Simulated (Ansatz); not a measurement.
**Geometry relaxation, with input and output: B31HN32 (part 2 of 4)**

B31HN32 (defect cell, 64 atoms in the cell); DFT PBE+D3(BJ), scalar-relativistic, plane waves, PAW, spin-polarised (Ansatz 0.2.0); cutoff 420 eV, 2×2×2 k-mesh, Gaussian smearing of 0.01 eV, collinear spins. The structure derives from an entry of the Crystallography Open Database.

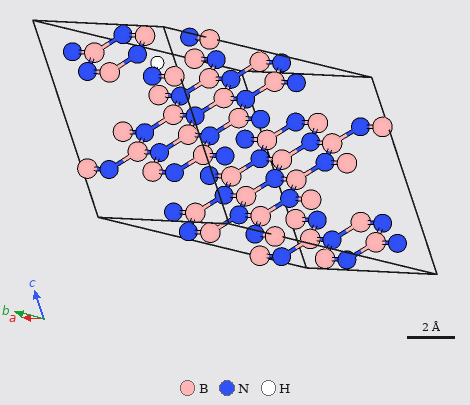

The geometry at step 5 of the log (ball-and-stick view of the cell of the calculation, seen at an oblique angle).

**What the program printed, continued**
```
SCF iter   1: F=—  HF=-17258.788247 eV  |F-HF|=—  |Δ(HF+E_count)|=         —  Δρ=7.33e-2 (↑7.28e-2 ↓7.33e-2)  dr2=1.20e2  dr2_m=3.33e-1  M=0.000 μB ∫|m|=0.191 μB  β_m=0.30  ethr=3.10e-3  ⟨swp⟩=6.0  Hψ=13582  notcnv=0  defer=292
preconditioner: auto → Resta (q_TF=auto, 2.380 Å⁻¹)  ε∞=3.2  [insulator: Δε(μ)=0.222 eV  Ē_g=16.788 eV  σ=0.010 eV  W_gap=1.00  n_scr=128 (ndim 8)  ℏωp=24.7 eV  f_vac=0.000  D(μ)=0.00/eV (n_scr^D=0)  ε∞_Penn≈3.2]
spin=Collinear: Resta preconditioning applied to the charge; magnetization (m = ρ↑ − ρ↓) channel mixes plain (no charge-response kernel on spin).
SCF iter   2: F=—  HF=-17231.519410 eV  |F-HF|=—  |Δ(HF+E_count)|=    2.73e1  Δρ=4.42e-2 (↑4.37e-2 ↓4.42e-2)  dr2=4.33e1  dr2_m=1.79e-1  M=0.214 μB ∫|m|=0.283 μB  β_m=0.30  ethr=3.10e-3  ⟨swp⟩=2.2  Hψ=5663  notcnv=0  defer=922
preconditioner: auto → Kerker (q_TF=auto, 2.380 Å⁻¹)  [metal: Δε(μ)=0.006 eV  Ē_g=16.284 eV  σ=0.010 eV  W_gap=0.35  n_scr=128 (ndim 8)  ℏωp=24.7 eV  f_vac=0.000  D(μ)=20.03/eV (n_scr^D=158)]
spin=Collinear: Kerker preconditioning applied to the charge; magnetization (m = ρ↑ − ρ↓) channel mixes plain (no charge-response kernel on spin).
SCF iter   3: F=—  HF=-17221.287032 eV  |F-HF|=—  |Δ(HF+E_count)|=    1.02e1  Δρ=2.54e-2 (↑2.50e-2 ↓2.54e-2)  dr2=1.27e1  dr2_m=9.90e-2  M=0.000 μB ∫|m|=0.115 μB  β_m=0.30  ethr=3.10e-3  ⟨swp⟩=2.5  Hψ=5105  notcnv=0  defer=922
SCF iter   4: F=—  HF=-17218.673093 eV  |F-HF|=—  |Δ(HF+E_count)|=    2.61e0  Δρ=1.71e-2 (↑1.67e-2 ↓1.71e-2)  dr2=4.95e0  dr2_m=5.40e-2  M=0.000 μB ∫|m|=0.117 μB  β_m=0.30  ethr=3.10e-3  ⟨swp⟩=2.4  Hψ=4285  notcnv=0  defer=924
SCF iter   5: F=—  HF=-17218.355350 eV  |F-HF|=—  |Δ(HF+E_count)|=   3.18e-1  Δρ=1.77e-2 (↑1.74e-2 ↓1.77e-2)  dr2=1.01e1  dr2_m=2.94e-2  M=0.051 μB ∫|m|=0.100 μB  β_m=0.30  ethr=1.95e-3  ⟨swp⟩=2.1  Hψ=4187  notcnv=0  defer=925
SCF iter   6: F=—  HF=-17217.659121 eV  |F-HF|=—  |Δ(HF+E_count)|=   6.96e-1  Δρ=9.98e-3 (↑9.74e-3 ↓9.98e-3)  dr2=2.81e0  dr2_m=1.70e-2  M=0.131 μB ∫|m|=0.155 μB  β_m=0.30  ethr=1.95e-3  ⟨swp⟩=2.0  Hψ=3206  notcnv=0  defer=925
SCF iter   7: F=—  HF=-17217.581774 eV  |F-HF|=—  |Δ(HF+E_count)|=   7.73e-2  Δρ=4.36e-3 (↑4.36e-3 ↓3.55e-3)  dr2=3.40e-1  dr2_m=1.61e-2  M=0.337 μB ∫|m|=0.348 μB  β_m=0.30  ethr=1.11e-3  ⟨swp⟩=1.4  Hψ=2582  notcnv=0  defer=925
SCF iter   8: F=—  HF=-17217.702766 eV  |F-HF|=—  |Δ(HF+E_count)|=   1.21e-1  Δρ=6.22e-3 (↑6.22e-3 ↓5.93e-3)  dr2=7.85e-1  dr2_m=6.41e-3  M=0.000 μB ∫|m|=0.054 μB  β_m=0.30  ethr=1.34e-4  ⟨swp⟩=2.0  Hψ=2718  notcnv=0  defer=927
Mixer restart at iter 8: flushing history
spin-set hold released at iteration 8 (site moments contracting): the magnetisation degrees of freedom join the quasi-Newton model from the next iteration; the mixer history was flushed
SCF iter   9: F=—  HF=-17217.749961 eV  |F-HF|=—  |Δ(HF+E_count)|=   4.72e-2  Δρ=9.16e-3 (↑9.16e-3 ↓7.56e-3)  dr2=2.20e0  dr2_m=8.81e-3  M=0.289 μB ∫|m|=0.299 μB  β_m=0.18  ethr=1.34e-4  ⟨swp⟩=2.5  Hψ=4056  notcnv=0  defer=924  recentre
SCF iter  10: F=—  HF=-17217.683046 eV  |F-HF|=—  |Δ(HF+E_count)|=   6.69e-2  Δρ=4.99e-3 (↑2.41e-3 ↓4.99e-3)  dr2=2.28e-1  dr2_m=2.17e-2  M=0.439 μB ∫|m|=0.449 μB  β_m=0.18  ethr=1.34e-4  ⟨swp⟩=2.0  Hψ=3301  notcnv=0  defer=926
SCF iter  11: F=—  HF=-17217.712494 eV  |F-HF|=—  |Δ(HF+E_count)|=   2.94e-2  Δρ=6.75e-3 (↑6.75e-3 ↓4.64e-3)  dr2=9.20e-2  dr2_m=1.64e-1  M=1.223 μB ∫|m|=1.229 μB  β_m=0.34  ethr=8.96e-5  ⟨swp⟩=1.4  Hψ=2862  notcnv=0  defer=926
SCF iter  12: F=—  HF=-17217.736929 eV  |F-HF|=—  |Δ(HF+E_count)|=   2.44e-2  Δρ=7.22e-3 (↑7.22e-3 ↓4.32e-3)  dr2=1.10e-1  dr2_m=1.69e-1  M=1.271 μB ∫|m|=1.280 μB  β_m=0.37  ethr=3.62e-5  ⟨swp⟩=1.6  Hψ=2358  notcnv=0  defer=926
SCF iter  13: F=—  HF=-17217.761049 eV  |F-HF|=—  |Δ(HF+E_count)|=   2.41e-2  Δρ=6.06e-3 (↑6.06e-3 ↓4.28e-3)  dr2=8.16e-2  dr2_m=1.33e-1  M=1.252 μB ∫|m|=1.261 μB  β_m=0.10  ethr=3.62e-5  ⟨swp⟩=2.2  Hψ=3015  notcnv=0  defer=926
SCF iter  14: F=—  HF=-17217.774265 eV  |F-HF|=—  |Δ(HF+E_count)|=   1.32e-2  Δρ=4.52e-3 (↑4.43e-3 ↓4.52e-3)  dr2=2.75e-2  dr2_m=9.99e-2  M=1.345 μB ∫|m|=1.356 μB  β_m=0.16  ethr=3.21e-5  ⟨swp⟩=1.9  Hψ=2947  notcnv=0  defer=926
SCF iter  15: F=—  HF=-17217.829203 eV  |F-HF|=—  |Δ(HF+E_count)|=   5.49e-2  Δρ=4.35e-3 (↑3.07e-3 ↓4.35e-3)  dr2=4.67e-2  dr2_m=6.26e-2  M=1.492 μB ∫|m|=1.519 μB  β_m=0.26  ethr=1.08e-5  ⟨swp⟩=3.4  Hψ=4467  notcnv=0  defer=928
SCF iter  16: F=—  HF=-17217.902253 eV  |F-HF|=—  |Δ(HF+E_count)|=   7.31e-2  Δρ=3.68e-3 (↑2.11e-3 ↓3.68e-3)  dr2=5.63e-2  dr2_m=3.41e-2  M=1.831 μB ∫|m|=1.901 μB  β_m=0.48  ethr=1.08e-5  ⟨swp⟩=3.5  Hψ=4637  notcnv=0  defer=930
SCF iter  17: F=—  HF=-17218.040554 eV  |F-HF|=—  |Δ(HF+E_count)|=   1.38e-1  Δρ=7.69e-3 (↑6.90e-3 ↓7.69e-3)  dr2=9.13e-1  dr2_m=4.96e-2  M=2.000 μB ∫|m|=2.234 μB  β_m=0.09  ethr=1.08e-5  ⟨swp⟩=4.3  Hψ=6365  notcnv=0  defer=930  recentre
SCF iter  18: F=—  HF=-17217.962939 eV  |F-HF|=—  |Δ(HF+E_count)|=   7.76e-2  Δρ=2.43e-3 (↑1.96e-3 ↓2.43e-3)  dr2=1.02e-1  dr2_m=7.76e-3  M=2.000 μB ∫|m|=2.138 μB  β_m=0.38  ethr=1.08e-5  ⟨swp⟩=3.4  Hψ=5317  notcnv=0  defer=936
SCF iter  19: F=—  HF=-17217.944749 eV  |F-HF|=—  |Δ(HF+E_count)|=   1.82e-2  Δρ=2.10e-3 (↑2.10e-3 ↓1.86e-3)  dr2=1.95e-2  dr2_m=1.39e-2  M=2.000 μB ∫|m|=2.103 μB  β_m=0.51  ethr=1.08e-5  ⟨swp⟩=3.5  Hψ=4839  notcnv=0  defer=934
SCF iter  20: F=—  HF=-17217.937613 eV  |F-HF|=—  |Δ(HF+E_count)|=   7.14e-3  Δρ=3.30e-3 (↑3.30e-3 ↓1.33e-3)  dr2=5.72e-2  dr2_m=2.35e-2  M=2.000 μB ∫|m|=2.198 μB  β_m=0.45  ethr=7.67e-6  ⟨swp⟩=3.4  Hψ=5301  notcnv=0  defer=929  recentre
SCF iter  21: F=—  HF=-17217.948442 eV  |F-HF|=—  |Δ(HF+E_count)|=   1.08e-2  Δρ=1.42e-3 (↑1.37e-3 ↓1.42e-3)  dr2=1.22e-2  dr2_m=5.97e-3  M=2.000 μB ∫|m|=2.124 μB  β_m=0.72  ethr=7.67e-6  ⟨swp⟩=3.4  Hψ=5186  notcnv=0  defer=929
SCF iter  22: F=—  HF=-17217.950256 eV  |F-HF|=—  |Δ(HF+E_count)|=   1.81e-3  Δρ=1.02e-3 (↑7.70e-4 ↓1.02e-3)  dr2=7.64e-3  dr2_m=1.85e-3  M=2.000 μB ∫|m|=2.148 μB  β_m=0.86  ethr=4.80e-6  ⟨swp⟩=2.0  Hψ=4025  notcnv=0  defer=929
SCF iter  23: F=—  HF=-17217.949742 eV  |F-HF|=—  |Δ(HF+E_count)|=   5.14e-4  Δρ=7.70e-4 (↑6.70e-5 ↓7.70e-4)  dr2=2.52e-3  dr2_m=8.43e-4  M=2.000 μB ∫|m|=2.173 μB  β_m=0.93  ethr=3.01e-6  ⟨swp⟩=2.5  Hψ=3875  notcnv=0  defer=929
SCF iter  24: F=—  HF=-17217.949901 eV  |F-HF|=—  |Δ(HF+E_count)|=   1.59e-4  Δρ=5.86e-4 (↑3.73e-5 ↓5.86e-4)  dr2=1.71e-3  dr2_m=4.69e-4  M=2.000 μB ∫|m|=2.178 μB  β_m=0.82  ethr=9.93e-7  ⟨swp⟩=2.0  Hψ=2936  notcnv=0  defer=929
SCF iter  25: F=—  HF=-17217.950047 eV  |F-HF|=—  |Δ(HF+E_count)|=   1.46e-4  Δρ=3.62e-4 (↑2.02e-4 ↓3.62e-4)  dr2=1.74e-3  dr2_m=1.70e-4  M=2.000 μB ∫|m|=2.176 μB  β_m=0.77  ethr=6.72e-7  ⟨swp⟩=2.1  Hψ=3876  notcnv=0  defer=929
SCF iter  26: F=—  HF=-17217.949946 eV  |F-HF|=—  |Δ(HF+E_count)|=   1.02e-4  Δρ=2.12e-4 (↑4.77e-5 ↓2.12e-4)  dr2=4.89e-4  dr2_m=5.85e-5  M=2.000 μB ∫|m|=2.180 μB  β_m=0.75  ethr=6.72e-7  ⟨swp⟩=2.0  Hψ=3810  notcnv=0  defer=929
SCF iter  27: F=—  HF=-17217.949930 eV  |F-HF|=—  |Δ(HF+E_count)|=   1.52e-5  Δρ=9.95e-5 (↑2.13e-5 ↓9.95e-5)  dr2=1.11e-4  dr2_m=1.39e-5  M=2.000 μB ∫|m|=2.180 μB  β_m=0.88  ethr=1.93e-7  ⟨swp⟩=1.7  Hψ=2860  notcnv=0  defer=929
SCF iter  28: F=—  HF=-17217.949928 eV  |F-HF|=—  |Δ(HF+E_count)|=   2.33e-6  Δρ=3.66e-5 (↑1.05e-5 ↓3.66e-5)  dr2=1.92e-5  dr2_m=1.61e-6  M=2.000 μB ∫|m|=2.181 μB  β_m=0.94  ethr=4.36e-8  ⟨swp⟩=2.0  Hψ=3355  notcnv=0  defer=929
SCF iter  29: F=-17217.949926 eV  HF=-17217.949928 eV  |F-HF|=1.92e-6  |Δ(HF+E_count)|=   5.90e-8  Δρ=1.03e-5 (↑7.16e-6 ↓1.03e-5)  dr2=2.68e-6  dr2_m=5.61e-8  M=2.000 μB ∫|m|=2.181 μB  ethr=6.15e-9  ⟨swp⟩=27.8  Hψ=36428  notcnv=0
SCF 1 converged in 29 iterations: F = -17217.949926 eV  dr2 = 2.68e-6
  greatest PAW one-centre occupation: 0.822 electrons in one spin orbital (limit 2), on the N atom at site 55 (counted from 0), in its partial waves of l = 0
relax step   1: F+E_penalty+E_count = -17217.94992607 eV  Δ(F+E_penalty+E_count) = +0.000e0 eV  max|allowed force component| = 3.318e0 eV/Å  Δτ_max = 0.0000 Å  (29 SCF iters, dr2 threshold 1.56e-5 eV, accepted)
Initial density: handed on by an earlier stage of this run
Starting moments: Σ|m| = 2 μB on 1 of 64 sites; this step starts from the density that it was given
Initial wavefunctions: those handed on with the density
iter 1 solved again at ethr=4.97e-5 eV; its pass at ethr=3.10e-3 eV (dr2=1.26e-1 eV) is discarded
SCF iter   1: F=—  HF=-17218.284932 eV  |F-HF|=—  |Δ(HF+E_count)|=         —  Δρ=3.62e-3 (↑3.59e-3 ↓3.62e-3)  dr2=1.28e-1  dr2_m=2.07e-2  M=2.000 μB ∫|m|=2.196 μB  β_m=0.30  ethr=4.97e-5  ⟨swp⟩=1.9  Hψ=9083  notcnv=0  defer=941
preconditioner: auto → Resta (q_TF=auto, 2.380 Å⁻¹)  ε∞=3.5  [insulator: Δε(μ)=0.012 eV  Ē_g=15.751 eV  σ=0.010 eV  W_gap=0.61  n_scr=128 (ndim 8)  ℏωp=24.7 eV  f_vac=0.020  D(μ)=18.42/eV (n_scr^D=132)  ε∞_Penn≈3.5]
spin=Collinear: Resta preconditioning applied to the charge; magnetization (m = ρ↑ − ρ↓) channel mixes plain (no charge-response kernel on spin).
SCF iter   2: F=—  HF=-17218.279057 eV  |F-HF|=—  |Δ(HF+E_count)|=   5.87e-3  Δρ=2.54e-3 (↑2.51e-3 ↓2.54e-3)  dr2=5.59e-2  dr2_m=1.12e-2  M=2.000 μB ∫|m|=2.194 μB  β_m=0.58  ethr=4.97e-5  ⟨swp⟩=2.0  Hψ=3310  notcnv=0  defer=941
SCF iter   3: F=—  HF=-17218.295270 eV  |F-HF|=—  |Δ(HF+E_count)|=   1.62e-2  Δρ=3.77e-3 (↑7.31e-4 ↓3.77e-3)  dr2=1.96e-1  dr2_m=1.49e-2  M=2.000 μB ∫|m|=2.198 μB  β_m=0.58  ethr=2.20e-5  ⟨swp⟩=2.6  Hψ=4078  notcnv=0  defer=941
SCF iter   4: F=—  HF=-17218.283883 eV  |F-HF|=—  |Δ(HF+E_count)|=   1.14e-2  Δρ=7.94e-4 (↑2.82e-4 ↓7.94e-4)  dr2=8.17e-3  dr2_m=7.31e-4  M=2.000 μB ∫|m|=2.195 μB  β_m=0.51  ethr=2.20e-5  ⟨swp⟩=2.5  Hψ=4516  notcnv=0  defer=941
SCF iter   5: F=—  HF=-17218.283537 eV  |F-HF|=—  |Δ(HF+E_count)|=   3.46e-4  Δρ=1.69e-4 (↑1.17e-4 ↓1.69e-4)  dr2=1.94e-4  dr2_m=6.03e-5  M=2.000 μB ∫|m|=2.195 μB  β_m=0.69  ethr=3.22e-6  ⟨swp⟩=2.0  Hψ=3025  notcnv=0  defer=941
iter 6 did not close the SCF: its close was put off for a magnetic moment that had not settled (scf_convergence_deferred on its scf_iter line)
SCF iter   6: F=-17218.283614 eV  HF=-17218.283621 eV  |F-HF|=7.62e-6  |Δ(HF+E_count)|=   8.46e-5  Δρ=3.96e-5 (↑3.46e-5 ↓3.96e-5)  dr2=1.91e-5  dr2_m=2.46e-6  M=2.000 μB ∫|m|=2.196 μB  β_m=0.67  ethr=3.94e-8  ⟨swp⟩=21.8  Hψ=29903  notcnv=0
SCF iter   7: F=-17218.283622 eV  HF=-17218.283623 eV  |F-HF|=8.71e-7  |Δ(HF+E_count)|=   1.87e-6  Δρ=2.17e-5 (↑1.16e-5 ↓2.17e-5)  dr2=3.75e-6  dr2_m=8.34e-7  M=2.000 μB ∫|m|=2.196 μB  ethr=7.52e-9  ⟨swp⟩=9.8  Hψ=21540  notcnv=0
SCF 2 converged in 7 iterations: F = -17218.283622 eV  dr2 = 3.75e-6
[... from here on the iterations of each SCF are left out, up to the last one ...]
relax step   2: F+E_penalty+E_count = -17218.28362225 eV  Δ(F+E_penalty+E_count) = -3.337e-1 eV  max|allowed force component| = 9.988e-1 eV/Å  Δτ_max = 0.0784 Å  (7 SCF iters, dr2 threshold 1.00e-4 eV, accepted)
[... from here on the SCF iterations and repeated set-up lines of each step are left out, up to the last step ...]
SCF 3 converged in 7 iterations: F = -17218.344618 eV  dr2 = 2.39e-5
relax step   3: F+E_penalty+E_count = -17218.34461825 eV  Δ(F+E_penalty+E_count) = -6.100e-2 eV  max|allowed force component| = 1.746e-1 eV/Å  Δτ_max = 0.0378 Å  (7 SCF iters, dr2 threshold 6.23e-5 eV, accepted)
SCF 4 converged in 8 iterations: F = -17218.347929 eV  dr2 = 9.49e-7
relax step   4: F+E_penalty+E_count = -17218.34792941 eV  Δ(F+E_penalty+E_count) = -3.311e-3 eV  max|allowed force component| = 2.774e-1 eV/Å  Δτ_max = 0.0216 Å  (8 SCF iters, dr2 threshold 1.91e-6 eV, accepted)
SCF 5 converged in 7 iterations: F = -17218.349703 eV  dr2 = 4.45e-7
relax step   5: F+E_penalty+E_count = -17218.34970338 eV  Δ(F+E_penalty+E_count) = -1.774e-3 eV  max|allowed force component| = 5.900e-2 eV/Å  Δτ_max = 0.0084 Å  (7 SCF iters, dr2 threshold 4.81e-6 eV, accepted)
SCF 6 converged in 9 iterations: F = -17218.349665 eV  dr2 = 2.13e-9
relax step   6: F+E_penalty+E_count = -17218.34966513 eV  Δ(F+E_penalty+E_count) = +3.825e-5 eV  max|allowed force component| = 4.936e-2 eV/Å  Δτ_max = 0.0048 Å  (9 SCF iters, rejected (line search))
SCF 7 converged in 9 iterations: F = -17218.349704 eV  dr2 = 5.49e-9
relax step   7: F+E_penalty+E_count = -17218.34970366 eV  Δ(F+E_penalty+E_count) = -2.772e-7 eV  max|allowed force component| = 5.906e-2 eV/Å  Δτ_max = 0.0000 Å  (9 SCF iters, accepted)
SCF 8 converged in 9 iterations: F = -17218.349666 eV  dr2 = 3.15e-9
relax step   8: F+E_penalty+E_count = -17218.34966558 eV  Δ(F+E_penalty+E_count) = +3.807e-5 eV  max|allowed force component| = 4.931e-2 eV/Å  Δτ_max = 0.0047 Å  (9 SCF iters, rejected (line search))
SCF iter   1: F=—  HF=-17218.349978 eV  |F-HF|=—  |Δ(HF+E_count)|=         —  Δρ=2.26e-4 (↑2.26e-4 ↓2.26e-4)  dr2=9.28e-4  dr2_m=2.04e-5  M=2.000 μB ∫|m|=2.212 μB  β_m=0.30  ethr=3.06e-6  ⟨swp⟩=2.0  Hψ=5796  notcnv=0  defer=940
preconditioner: auto → Resta (q_TF=auto, 2.380 Å⁻¹)  ε∞=3.4  [insulator: Δε(μ)=0.013 eV  Ē_g=15.758 eV  σ=0.010 eV  W_gap=0.54  n_scr=128 (ndim 8)  ℏωp=24.7 eV  f_vac=0.021  D(μ)=23.63/eV (n_scr^D=190)  ε∞_Penn≈3.4]
spin=Collinear: Resta preconditioning applied to the charge; magnetization (m = ρ↑ − ρ↓) channel mixes plain (no charge-response kernel on spin).
SCF iter   2: F=—  HF=-17218.349838 eV  |F-HF|=—  |Δ(HF+E_count)|=   1.39e-4  Δρ=1.57e-4 (↑1.57e-4 ↓1.57e-4)  dr2=3.84e-4  dr2_m=1.11e-5  M=2.000 μB ∫|m|=2.212 μB  β_m=0.55  ethr=3.65e-7  ⟨swp⟩=1.0  Hψ=3536  notcnv=0  defer=940
SCF iter   3: F=—  HF=-17218.349840 eV  |F-HF|=—  |Δ(HF+E_count)|=   1.78e-6  Δρ=2.99e-4 (↑5.18e-5 ↓2.99e-4)  dr2=1.24e-3  dr2_m=9.25e-5  M=2.000 μB ∫|m|=2.212 μB  β_m=0.37  ethr=1.51e-7  ⟨swp⟩=2.0  Hψ=3722  notcnv=0  defer=940  recentre
SCF iter   4: F=—  HF=-17218.349756 eV  |F-HF|=—  |Δ(HF+E_count)|=   8.37e-5  Δρ=2.93e-5 (↑2.34e-5 ↓2.93e-5)  dr2=1.12e-5  dr2_m=7.56e-7  M=2.000 μB ∫|m|=2.212 μB  β_m=0.55  ethr=1.51e-7  ⟨swp⟩=2.0  Hψ=3683  notcnv=0  defer=940
SCF iter   5: F=—  HF=-17218.349825 eV  |F-HF|=—  |Δ(HF+E_count)|=   6.83e-5  Δρ=1.74e-5 (↑1.03e-5 ↓1.74e-5)  dr2=4.33e-6  dr2_m=2.36e-7  M=2.000 μB ∫|m|=2.211 μB  β_m=0.51  ethr=4.43e-9  ⟨swp⟩=2.0  Hψ=3740  notcnv=0  defer=940
SCF iter   6: F=—  HF=-17218.349825 eV  |F-HF|=—  |Δ(HF+E_count)|=   2.00e-7  Δρ=4.82e-6 (↑3.04e-6 ↓4.82e-6)  dr2=2.67e-7  dr2_m=2.86e-8  M=2.000 μB ∫|m|=2.211 μB  β_m=0.50  ethr=1.70e-9  ⟨swp⟩=2.0  Hψ=3705  notcnv=0  defer=940
iter 7 did not close the SCF: its close was put off for a magnetic moment that had not settled (scf_convergence_deferred on its scf_iter line)
SCF iter   7: F=-17218.349825 eV  HF=-17218.349825 eV  |F-HF|=4.66e-8  |Δ(HF+E_count)|=   6.15e-8  Δρ=2.56e-6 (↑1.57e-6 ↓2.56e-6)  dr2=4.09e-8  dr2_m=9.71e-9  M=2.000 μB ∫|m|=2.211 μB  β_m=0.72  ethr=3.94e-11  ⟨swp⟩=14.9  Hψ=20522  notcnv=0
iter 8 did not close the SCF: its close was put off for a magnetic moment that had not settled (scf_convergence_deferred on its scf_iter line)
SCF iter   8: F=-17218.349825 eV  HF=-17218.349825 eV  |F-HF|=5.64e-9  |Δ(HF+E_count)|=   5.46e-8  Δρ=1.32e-6 (↑7.09e-7 ↓1.32e-6)  dr2=1.79e-8  dr2_m=2.26e-9  M=2.000 μB ∫|m|=2.211 μB  β_m=0.74  ethr=1.61e-11  ⟨swp⟩=5.8  Hψ=14555  notcnv=0
SCF iter   9: F=-17218.349825 eV  HF=-17218.349825 eV  |F-HF|=1.01e-9  |Δ(HF+E_count)|=   5.93e-9  Δρ=4.36e-7 (↑2.19e-7 ↓4.36e-7)  dr2=1.82e-9  dr2_m=2.49e-10  M=2.000 μB ∫|m|=2.211 μB  ethr=7.06e-12  ⟨swp⟩=5.0  Hψ=13909  notcnv=0
SCF 9 converged in 9 iterations: F = -17218.349825 eV  dr2 = 1.82e-9
```
